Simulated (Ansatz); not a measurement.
# Calculations on Ti₃C₂

### Relaxation

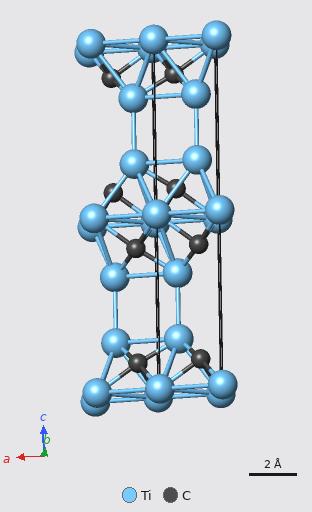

Starting structure of a crystal of Ti$_{3}$C$_{2}$ (set up in C2/c). Style: ball-and-stick. Shown: the cell of the calculation, repeated 2 × 1 × 1 with one cell outlined, from a free direction.

Case: shear of c along a, cell held, atoms relaxed: +2.0 %.

Method: Ansatz 0.2.0, DFT r2SCAN, scalar-relativistic, plane waves, PAW.

The input:
```yaml
crystal:
  lattice:
    - [3.0640472974, 0.0, 0.0]
    - [-1.5320236487, 2.653542798, 0.0]
    - [0.3023703641, 0.0, 15.1185182033]
  atoms:
    - { symbol: Ti, position: [0.3333333333, 0.6666666667, 0.8441961076] }
    - { symbol: Ti, position: [0.6666666667, 0.3333333333, 0.3441961076] }
    - { symbol: Ti, position: [0.6666666667, 0.3333333333, 0.1558038924] }
    - { symbol: Ti, position: [0.3333333333, 0.6666666667, 0.6558038924] }
    - { symbol: Ti, position: [0.0, 0.0, 0.0] }
    - { symbol: Ti, position: [0.0, 0.0, 0.5] }
    - { symbol: C, position: [0.6666666667, 0.3333333333, 0.9141626302] }
    - { symbol: C, position: [0.3333333333, 0.6666666667, 0.4141626302] }
    - { symbol: C, position: [0.6666666667, 0.3333333333, 0.5858373698] }
    - { symbol: C, position: [0.3333333333, 0.6666666667, 0.0858373698] }
basis:
  ecutwfc: 500
kpoints:
  mp_grid: { grid: [12, 12, 4] }
hamiltonian:
  xc: r2scan
scf:
  occupations: { method: gaussian, width: 0.1 }
output:
  forces: true
  stress: true
  eigenvalues: true
relax:
  adjacent_minimum: "off"
  f_tol: 0.008
  max_steps: 40
```

Launched with:
```bash
ansatz run input.yaml --threads 2 --pin off --max-ram 5120MiB --backend cpu --events-out ev --progress --plain --runs-dir out
```

Question: Predict the outcome.

Answer: Over 3 geometry steps the energy falls by 2.8 meV per atom. The largest force component goes from 0.26 to 0.00094 eV/Å. The largest moves, 0.057 Å, are those of Ti1, Ti2, Ti3 and Ti4. Ti2 goes along +a. By element the largest moves are Ti 0.057 Å, C 0.030 Å. The cell stays as it was. Among the contacts that change: Ti1–Ti5 2.922 → 2.952 Å, Ti1–Ti5 (another image) 2.971 → 2.942 Å, Ti5–C10 2.176 → 2.197 Å, Ti5–C10 (another image) 2.212 → 2.191 Å. The space group stays C2/c (No. 15). Cost: 2.6 min on 2 threads of Intel(R) Xeon(R) Platinum 8488C (Sapphire Rapids) (shared host), peak memory 1.4 GiB.

After the run, drawn alike:

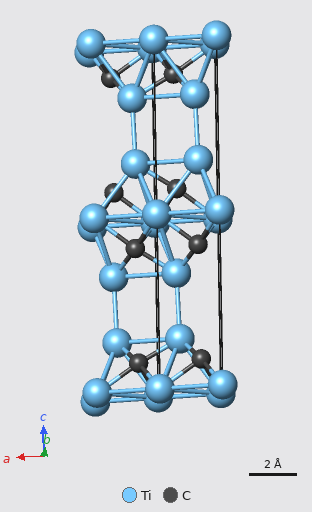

### Relaxation

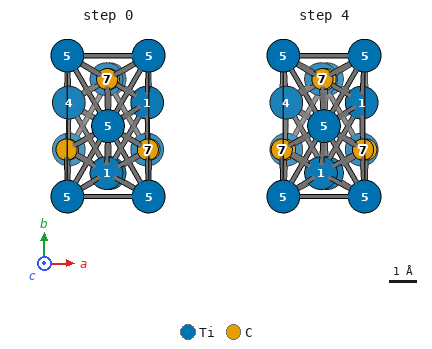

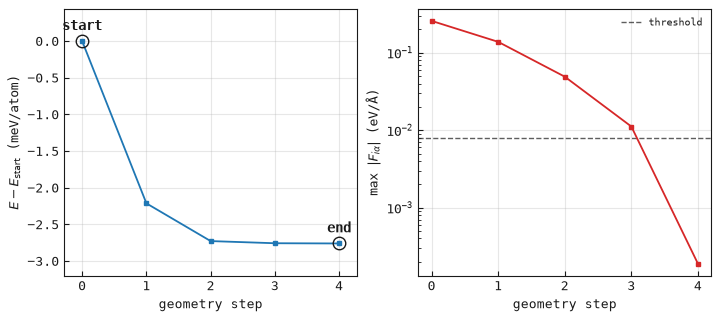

First and last geometry of a relaxation of crystalline Ti$_{3}$C$_{2}$ (set up in C2/c), with the history of the run. The picture is a ball-and-stick view of the conventional cell (2 times the calculation's cell), seen along the c axis. Lengths and directions refer to the drawn axes.

Case: shear of c along a, cell held, atoms relaxed: +4.0 %.

Method: Ansatz 0.2.0, DFT r2SCAN, scalar-relativistic, plane waves, PAW. (plane-wave cutoff 500 eV; k-point mesh 12 × 12 × 4; occupations gaussian; smearing width 0.1 eV; no spin polarisation; atoms relaxed in a fixed cell; force threshold 0.008 eV/Å; at most 40 steps)

Did the run converge, and what did it change?

Answer. It converged. After 4 geometry steps the energy has fallen by 2.8 meV per atom. The largest force component goes from 0.26 to 0.00019 eV/Å. The largest moves, 0.056 Å, are those of Ti atoms. By element the largest moves are Ti 0.056 Å, C 0.030 Å. The cell stays as it was. Some distances before and after: Ti–Ti 2.927 → 2.958 Å, Ti–Ti 2.966 → 2.939 Å, C–Ti 2.179 → 2.201 Å, C–Ti 2.210 → 2.190 Å. The space group stays C2/c (No. 15).

### Series

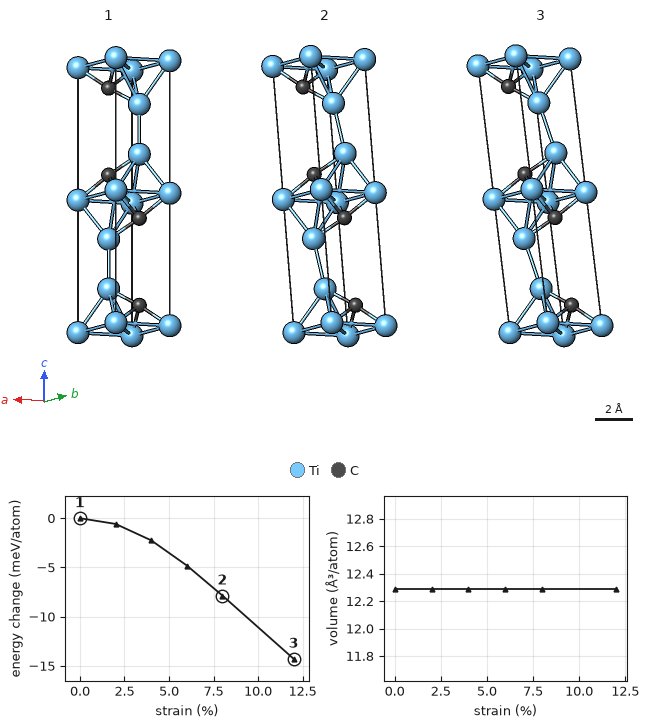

Members of a series of calculations on solid Ti₃C₂ (set up in P6_3/mmc), marked on the first curve. Style: ball-and-stick. Shown: the cell of the calculation, from a free direction.

The calculation used DFT r2SCAN, scalar-relativistic, plane waves, PAW (Ansatz). Set-up: plane-wave cutoff 500 eV; k-point mesh 12 × 12 × 4; occupations gaussian; smearing width 0.1 eV; no spin polarisation.

> Describe the series.

Shear of c along a, cell held, atoms relaxed. 1 (strain 0.0 %): energy change 0.0 meV/atom, volume 12.29 Å³ per atom. 2 (strain 8.0 %): energy change −7.9 meV/atom, volume 12.29 Å³ per atom. 3 (strain 12.0 %): energy change −14.3 meV/atom, volume 12.29 Å³ per atom. The rest compares 1 with 3. The drawn cell changes at constant volume: a = b unchanged at 3.064 Å, c 15.119 → 15.227 Å (+0.7 %), α 90.0° → 93.4°, β 90.0° → 83.2°. Some distances before and after: Ti–Ti 2.848 → 2.965 Å, Ti–Ti 2.946 → 2.949 to 2.980 Å, C–Ti 2.061 → 2.054 to 2.079 Å.
